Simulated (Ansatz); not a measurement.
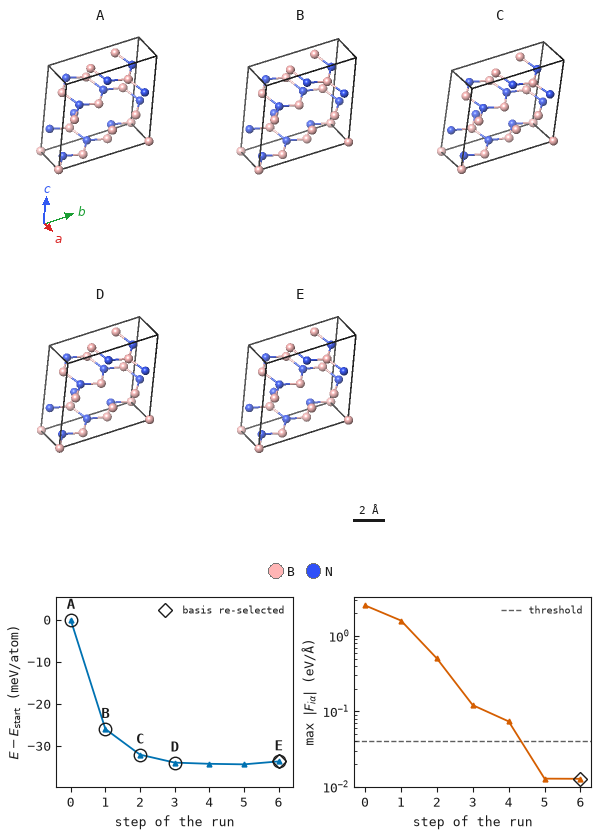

Frames of a relaxation of solid B₁₂N₁₁ (a generated structure, set up in P1) (coarse preliminary run), marked on the history of the run. Style: ball-and-stick. Shown: the cell of the calculation (origin shifted), slightly off an axis.

Case: 1 of 12 N atoms taken out at random.

Theory: DFT PBE+D3(BJ), scalar-relativistic, plane waves, PAW (Ansatz). Settings: plane-wave cutoff 420 eV; k-point mesh 3 × 3 × 2; occupations gaussian; smearing width 0.1 eV; mesh shifted by (0, 0, 0.5); no spin polarisation; cell and atoms relaxed; force threshold 0.04 eV/Å; at most 50 steps.

Describe the path.

Answer. Over 5 accepted moves (6 points after the start) the energy falls by 33.7 meV per atom. Largest force component: 2.5 eV/Å at the start, 0.013 eV/Å at the end. The pressure goes from −3.08 to −0.14 GPa. At 1 point the geometry stayed and the basis and grid were re-selected for the new cell (energy shift of 0.7 meV per atom at most each time). The largest move relative to the cell is that of a B atom, 0.17 Å along [2 2 −1]. By element the largest moves are B 0.17 Å, N 0.08 Å. The volume changes by −2.5 %, with a 6.170 → 6.124 Å (−0.8 %), b 6.170 → 6.120 Å (−0.8 %), c 6.747 → 6.714 Å (−0.5 %), α 66.7° → 66.4°, β 66.7° → 66.3°, γ 75.1° → 74.9°. Some distances before and after: B–N 1.377 → 1.450 Å, B–N 1.493 → 1.428 Å, B–N 1.403 → 1.450 Å, B–N 1.501 → 1.457 Å. Among the angles between lasting bonds that change: N–B–N 123.4° → 114.4°, N–B–N 123.2° → 114.8°, B–N–B 122.6° → 116.8°. The space group stays P1 (No. 1). Cost: 24 s on 4 threads of Intel(R) Xeon(R) Platinum 8488C (Sapphire Rapids), on a shared host, peak memory 0.69 GiB. From step 0 to 1: B atoms move most (0.09 Å), volume −2.5 %, energy −26.0 meV per atom. From step 1 to 2: a B atom moves most (0.12 Å), volume −1.4 %, energy −6.1 meV per atom. From step 2 to 3: a B atom moves most (0.04 Å), volume +1.8 %, energy −1.9 meV per atom. From step 3 to 6: an N atom moves most (0.02 Å), volume −0.5 %, energy +0.3 meV per atom.

Limits of the set-up: the k-point mesh is coarse for a cell with partly filled bands.
